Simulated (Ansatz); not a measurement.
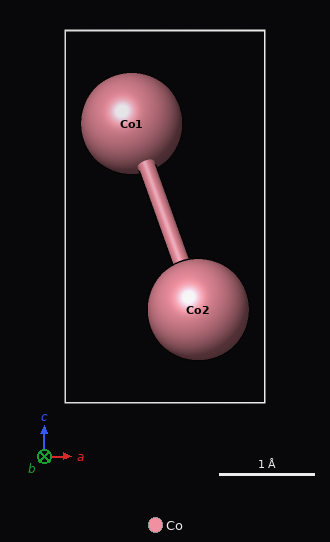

**Figure 1.** The structure as given in the input (ball-and-stick view of the cell of the calculation, along the b axis; atoms are numbered from 1 in the order of the input).

# What a change does: single-point calculation on Co

System: Co (P6₃/mmc, 2 atoms in the cell).
Method of run 1: DFT LDA, scalar-relativistic, plane waves, PAW, spin-polarised (Ansatz 0.2.0).

Text and figures count atoms from 1; the logs count them from 0 in places.

Input file, run 1:
```yaml
crystal:
  lattice:
    - [2.4294441922, 0.0, 0.0]
    - [-1.2147220961, 2.1039603875, 0.0]
    - [0.0, 0.0, 3.9179299248]
  atoms:
    - { symbol: Co, position: [0.3333333333, 0.6666666667, 0.75], spin: 1.5 }
    - { symbol: Co, position: [0.6666666667, 0.3333333333, 0.25], spin: -1.5 }
basis:
  ecutwfc: 420
  ecutrho_ratio: 4
kpoints:
  mp_grid: { grid: [20, 20, 12] }
hamiltonian:
  xc: lda
scf:
  occupations: { method: gaussian, width: 0.05 }
output:
  forces: true
  stress: true
  eigenvalues: true
  populations: true
magnetization:
  spin_polarized: true
```

Hardware: 4 threads of an x86-64 CPU, shared host.

Output, shortened to warnings, some set-up lines, iterations and results (run 1):
```
WARN: the starting moments were not kept: 1 of 2 ended reversed and 1 kept their direction, counting a site from 0.1 μB. The largest reversed, site 0 (counted from 0, in the order of the report's site_moments_mub), started with +1.5 μB and closes at -1.6e0 μB in its sphere. The starting moments cancel, and the net magnetisation is 3.1e0 μB in size, over 0.1 of its absolute magnetisation of 3.2e0 …
Basis set: ecut = 420 eV, 391 PW (Γ)
Symmetry: 12 space group operations
k-points: 308 of 4800 (time reversal used)
Initial density: superposition of atomic densities (chi_scale 0.1, normalization cell)
[...]
SCF iter   1: F=—  HF=-10125.355956 eV  |F-HF|=—  |Δ(HF+E_count)|=         —  Δρ=1.80e-1 (↑1.80e-1 ↓1.80e-1)  dr2=4.16e0  dr2_m=4.23e0  M=-0.000 μB ∫|m|=0.815 μB  β_m=0.30  …
SCF iter   2: F=—  HF=-10123.637779 eV  |F-HF|=—  |Δ(HF+E_count)|=    1.72e0  Δρ=8.70e-2 (↑8.70e-2 ↓8.70e-2)  dr2=2.68e-1  dr2_m=1.30e0  M=-0.000 μB ∫|m|=1.080 μB  β_m=0.42  …
SCF iter   3: F=—  HF=-10124.715305 eV  |F-HF|=—  |Δ(HF+E_count)|=    1.08e0  Δρ=6.66e-2 (↑6.66e-2 ↓6.66e-2)  dr2=6.27e-2  dr2_m=7.92e-1  M=-0.001 μB ∫|m|=0.739 μB  β_m=0.40  …
SCF iter   4: F=—  HF=-10125.243754 eV  |F-HF|=—  |Δ(HF+E_count)|=   5.28e-1  Δρ=3.04e-2 (↑3.04e-2 ↓3.02e-2)  dr2=1.22e-3  dr2_m=1.67e-1  M=-0.004 μB ∫|m|=0.333 μB  β_m=0.67  …
SCF iter   5: F=—  HF=-10126.347556 eV  |F-HF|=—  |Δ(HF+E_count)|=         —  Δρ=2.43e-1 (↑2.42e-1 ↓2.43e-1)  dr2=1.76e-3  dr2_m=1.08e1  M=-2.834 μB ∫|m|=2.916 μB  β_m=0.67  …
[... 6 lines ...]
SCF iter  12: F=—  HF=-10125.536442 eV  |F-HF|=—  |Δ(HF+E_count)|=   3.60e-6  Δρ=4.74e-5 (↑4.74e-5 ↓3.69e-5)  dr2=5.87e-7  dr2_m=2.05e-7  M=-3.043 μB ∫|m|=3.231 μB  β_m=0.80  …
SCF iter  13: F=—  HF=-10125.536442 eV  |F-HF|=—  |Δ(HF+E_count)|=   8.76e-8  Δρ=2.14e-5 (↑2.14e-5 ↓9.60e-6)  dr2=1.04e-7  dr2_m=7.83e-9  M=-3.043 μB ∫|m|=3.232 μB  β_m=0.74  …
SCF iter  14: F=—  HF=-10125.536442 eV  |F-HF|=—  |Δ(HF+E_count)|=   1.45e-8  Δρ=3.40e-6 (↑1.83e-6 ↓3.40e-6)  dr2=3.56e-10  dr2_m=1.21e-9  M=-3.043 μB ∫|m|=3.232 μB  β_m=0.84 …
SCF iter  15: F=-10125.536442 eV  HF=-10125.536442 eV  |F-HF|=8.52e-9  |Δ(HF+E_count)|=  2.24e-10  Δρ=5.59e-6 (↑5.59e-6 ↓1.90e-6)  dr2=9.31e-9  dr2_m=7.31e-10  M=-3.043 μB …
SCF 1 converged in 15 iterations: F = -10125.536442 eV  dr2 = 9.31e-9
WARN: the starting moments were not kept: 1 of 2 ended reversed and 1 kept their direction, counting a site from 0.1 μB. The largest reversed, site 0 (counted from 0, in the order of the report's site_moments_mub), started with +1.5 μB and closes at -1.6e0 μB in its sphere. The starting moments …
SCF converged after 15 iterations
Magnetization: -3.0425 μB (15.4787 up, 18.5213 down)
Absolute magnetization: 3.2324 μB (∫|ρ↑−ρ↓|, with the PAW one-centre terms)
Spin contamination: 0.0305 ħ² per cell (⟨S²⟩ above its minimum at these occupations)
Per-site moments (μB) at R_I (Å): [(-1.5652871132454174, 0.9938548201361995), (-1.5652680346851926, 0.9938548201361995)]
Free energy (F): -10125.536442 eV
Harris-Foulkes:  -10125.536442 eV  (|F-HF|=8.52e-9)
Internal energy: -10125.534742 eV  (E = F + TS)
E sigma→0 (E₀):  -10125.535592 eV
Entropy (-TS):   -0.001700 eV (-0.850 meV/atom)
Fermi energy:    20.079304 eV
--- Per-component energies (eV) ---
  E_band       = -434.430613
  E_kinetic    = 912.850611
  E_local      = -5443.366163  (includes V_loc(G=0)·N_el)
  E_nonlocal   = 918.570031
  E_hartree    = 2284.042516
  E_xc         = -317.050770
  E_vxc        = -411.625839  (∫ρ·V_xc dr)
  E_paw        = -2905.241772  (= ΣΔE_a)
  E_vpaw       = -978.942894  (= ΣTr[D̂ρ^β])
  E_aug_tail   = 0.000067  (compensation charges beyond the density's cutoff)
  E_ewald      = -5576.175764
  E_core_change = 0.836501  (= ΣΔE_core)
  E_smearing   = -0.001700  (= −TS)
  E_closure    = 0.000000  (closes the sum)
  Σ components = -10125.536442   (vs F -10125.536442, Δ=0.00e0)
--- Forces (eV/Å), atoms counted from 1 ---
  atom   1  Co    -0.00000000     0.00000000     0.00000000
  atom   2  Co     0.00000000    -0.00000000     0.00000000
  max |Σ_I F_I| component: 1.85e-17 eV/Å
--- Stress (GPa, compression-positive) ---
        0.005421      -0.000000       0.000000
       -0.000000       0.005421       0.000000
[...]
```

The input of run 2 differs as follows (lines with − go, lines with + come):
```diff
-    - { symbol: Co, position: [0.3333333333, 0.6666666667, 0.75], spin: 1.5 }
-    - { symbol: Co, position: [0.6666666667, 0.3333333333, 0.25], spin: -1.5 }
+    - { symbol: Co, position: [0.3333333333, 0.6666666667, 0.75] }
+    - { symbol: Co, position: [0.6666666667, 0.3333333333, 0.25] }
-  populations: true
-magnetization:
-  spin_polarized: true
```

How does run 2 compare with run 1?

With the same functional and potentials, run 2 lies 124.9 meV per atom higher. The pressure goes from 0.01 to −11.83 GPa. The SCF takes 6 iterations against 15. The two runs start from different initial densities, which also moves the count.

Output, shortened to warnings, some set-up lines, iterations and results (run 2):
```
Basis set: ecut = 420 eV, 391 PW (Γ)
Symmetry: 24 space group operations
k-points: 308 of 4800
Initial density: superposition of atomic densities (neutral atoms: chi_scale 0, normalization atom), corrected by the library's trained network
[...]
SCF iter   1: F=—  HF=-10125.297234 eV  |F-HF|=—  |Δ(HF+E_count)|=         —  Δρ=2.51e-2  dr2=5.39e-2  ethr=1.77e-3  ⟨swp⟩=4.9  Hψ=24437  notcnv=0
SCF iter   2: F=—  HF=-10125.287806 eV  |F-HF|=—  |Δ(HF+E_count)|=   9.43e-3  Δρ=8.95e-3  dr2=6.64e-3  ethr=1.58e-4  ⟨swp⟩=2.9  Hψ=12603  notcnv=0  defer=38
SCF iter   3: F=—  HF=-10125.286751 eV  |F-HF|=—  |Δ(HF+E_count)|=   1.05e-3  Δρ=1.09e-3  dr2=8.08e-5  ethr=1.95e-5  ⟨swp⟩=2.0  Hψ=9544  notcnv=0  defer=38
SCF iter   4: F=—  HF=-10125.286737 eV  |F-HF|=—  |Δ(HF+E_count)|=   1.33e-5  Δρ=1.92e-4  dr2=1.74e-6  ethr=2.38e-7  ⟨swp⟩=2.1  Hψ=11270  notcnv=0  defer=38
SCF iter   5: F=—  HF=-10125.286738 eV  |F-HF|=—  |Δ(HF+E_count)|=   5.10e-7  Δρ=7.23e-5  dr2=2.32e-7  ethr=5.11e-9  ⟨swp⟩=2.2  Hψ=10080  notcnv=0  defer=38
SCF iter   6: F=-10125.286738 eV  HF=-10125.286738 eV  |F-HF|=1.50e-8  |Δ(HF+E_count)|=   1.08e-7  Δρ=1.87e-5  dr2=1.71e-8  ethr=2.94e-10  ⟨swp⟩=5.2  Hψ=27310  notcnv=0
SCF 1 converged in 6 iterations: F = -10125.286738 eV  dr2 = 1.71e-8
SCF converged after 6 iterations
Free energy (F): -10125.286738 eV
Harris-Foulkes:  -10125.286738 eV  (|F-HF|=1.50e-8)
Internal energy: -10125.280756 eV  (E = F + TS)
E sigma→0 (E₀):  -10125.283747 eV
Entropy (-TS):   -0.005982 eV (-2.991 meV/atom)
Fermi energy:    20.143285 eV
--- Per-component energies (eV) ---
  E_band       = -436.585890
  E_kinetic    = 913.332185
  E_local      = -5439.230681  (includes V_loc(G=0)·N_el)
  E_nonlocal   = 915.458387
  E_hartree    = 2280.705688
  E_xc         = -317.268684
  E_vxc        = -411.902786  (∫ρ·V_xc dr)
  E_paw        = -2902.938456  (= ΣΔE_a)
  E_vpaw       = -975.663137  (= ΣTr[D̂ρ^β])
  E_aug_tail   = 0.000067  (compensation charges beyond the density's cutoff)
  E_ewald      = -5576.175764
  E_core_change = 0.836501  (= ΣΔE_core)
  E_smearing   = -0.005982  (= −TS)
  E_closure    = -0.000000  (closes the sum)
  Σ components = -10125.286738   (vs F -10125.286738, Δ=0.00e0)
--- Forces (eV/Å), atoms counted from 1 ---
  atom   1  Co    -0.00000000     0.00000000     0.00000000
  atom   2  Co    -0.00000000    -0.00000000     0.00000000
  max |Σ_I F_I| component: 1.39e-17 eV/Å
--- Stress (GPa, compression-positive) ---
      -11.770963      -0.000000       0.000000
       -0.000000     -11.770963       0.000000
        0.000000       0.000000     -11.944014
  P = ⅓ Tr σ = -11.8286 GPa (-118.286 kbar)
```

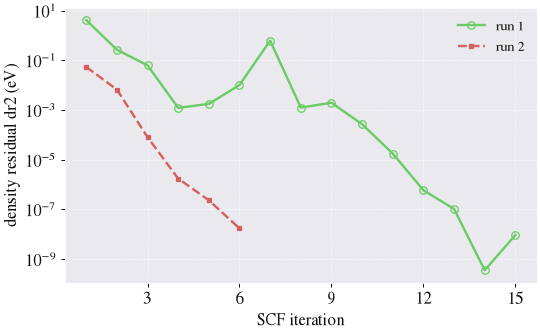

**Figure 2.** Convergence of the two runs: density residual dr2 against the SCF iteration. Run 1 takes 15 iterations in all, and run 2 takes 6.

The two runs side by side:

| quantity | run 1 | run 2 |
| --- | --- | --- |
| outcome | converged | converged |
| free energy per atom (eV) | −5062.7682 | −5062.6434 |
| energy per atom, smearing taken to zero (eV) | −5062.7678 | −5062.6419 |
| net moment of the cell (μB) | −3.04 | – |
| absolute moment of the cell (μB) | 3.23 | – |
| pressure (GPa) | 0.01 | −11.83 |
| largest force (eV/Å) | 0.000 | 0.000 |
| SCF iterations | 15 | 6 |
| irreducible k-points | 308 | 308 |
| plane waves at Γ | 391 | 391 |
| wall time (shared host) | 12 s | 1.4 s |

For run 1: Warnings: some starting moments were not kept. For run 2: The run has no spin polarisation, so a magnetic state may lie lower. The cell is under a tension of 11.8 GPa at this level, so it is not at its equilibrium volume.
